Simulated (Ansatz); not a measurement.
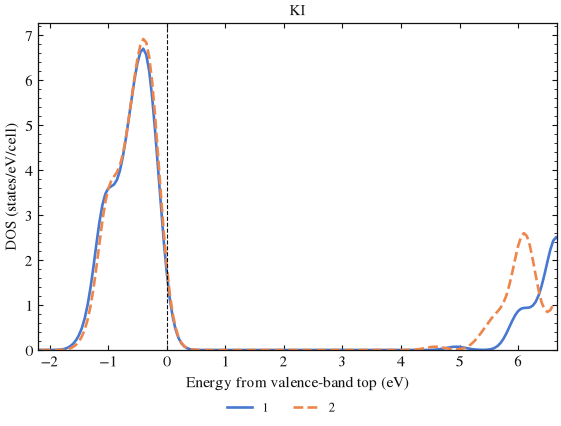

Total densities of states of KI, space group Fm-3m, 2 atoms in the cell, by two methods on the same cell. The curves are built from the levels of the k mesh with Gaussians 0.4 eV wide, which also blur the band edges. Each is counted from its own valence-band top.

Q: Which curve is which? The methods: r2SCAN, HSE06.

A: 1 is HSE06; 2 is r2SCAN. HSE06 gives a gap of 4.94 eV and r2SCAN gives a gap of 4.58 eV.

Settings. HSE06: DFT, HSE06, plane waves, PAW, no spin polarisation, 4×4×4 k mesh, 420 eV cutoff (Ansatz). r2SCAN: DFT, r2SCAN, plane waves, PAW, no spin polarisation, 4×4×4 k mesh, 500 eV cutoff (Ansatz).

Spin-orbit coupling is left out, which matters for I.
